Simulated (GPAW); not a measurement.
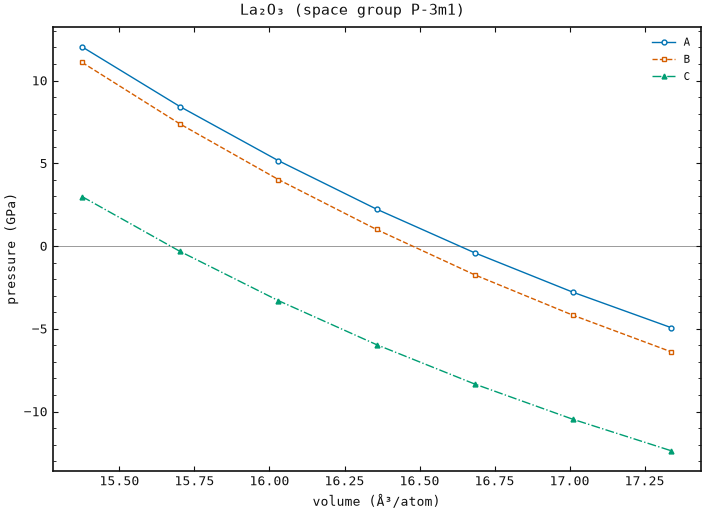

The figure shows the pressure against volume, with one curve for each functional, for La₂O₃ (space group P-3m1). The labels are replaced by letters. In alphabetical order the cases are: LDA; PBE; r2SCAN.

Calculation (GPAW 26.7.0): PAW DFT in plane waves, on a grid or in atomic orbitals, no spin polarisation; energies at scaled volumes of the given cell, shape and fractions fixed, counted from the fit's minimum, third-order Birch-Murnaghan fit. All runs: no spin polarisation.

- k mesh: 5×5×3
- occupations: Fermi–Dirac
- smearing width: 0.05 eV
- potentials: GPAW PAW data sets (gpaw data 1.2.1)
- wave cutoff: 800 eV

Which letter stands for which functional?

A: PBE; B: r2SCAN; C: LDA.

Caveats: compensation charges of f shells cut short; shape and atomic fractions are frozen while scaling, which makes layered, chain and framework solids too stiff.
